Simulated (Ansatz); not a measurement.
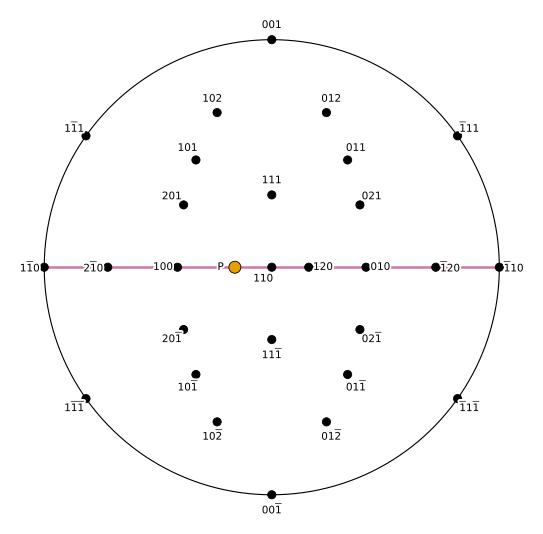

Stereographic projection of plane normals (upper hemisphere) centred on (1 1 0). Crystal: GaP, a calculation's input that goes back to an entry of the Crystallography Open Database (an earlier step may have relaxed or displaced it). All values are computed from the atomic coordinates in the standard setting (tolerance 0.002 Å).

a = 5.505 Å, b = 5.505 Å, c = 5.505 Å, α = 90.00°, β = 90.00°, γ = 90.00°.

Index the pole marked P.

P is (2 1 0), 18.4° from the centre.

Which zone does the coloured great circle trace?

The zone [0 0 1]: its poles satisfy l = 0.

What is the angle between the normals of (0 1 −2) and (0 1 −1), and what are their d_hkl = 1/|g|?

18.4°; d = 2.462 Å and 3.893 Å.
